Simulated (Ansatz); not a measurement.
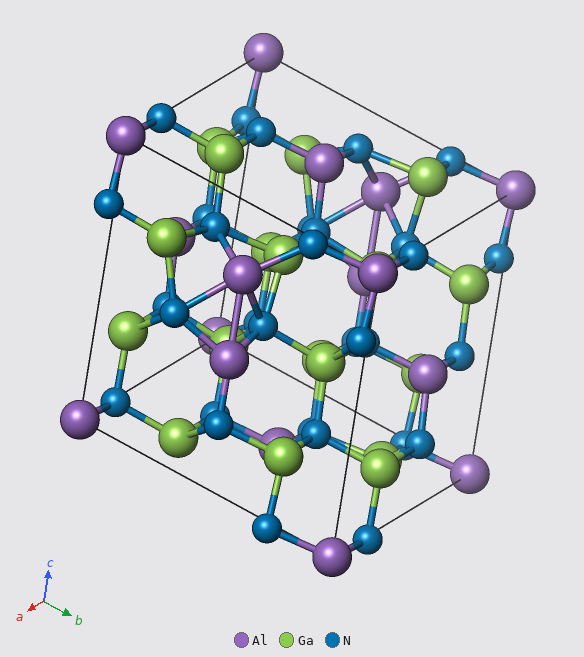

Ball-and-stick drawing of the structure, looking from a general direction. The box is the simulation cell; atoms on or close to its faces, edges and corners are drawn wherever they repeat. Cell: a = 7.738 Å, b = 7.738 Å, c = 7.738 Å, α = 109.47°, β = 109.47°, γ = 109.47°.

The material is Al5Ga12N16. In the cell are 5 Al, 12 Ga, 16 N, which makes 1 formula unit. Ga bonds to four N at about 1.8 to 2.1 Å. Not all metal-metal contacts are counted. The bonds build a three-dimensional framework.

The model was built from a structure listed in the Materials Project, repeated into a supercell with a point defect put in. The atoms were relaxed in a fixed cell with DFT PBEsol, scalar-relativistic, plane waves, PAW (Ansatz 0.2.0).
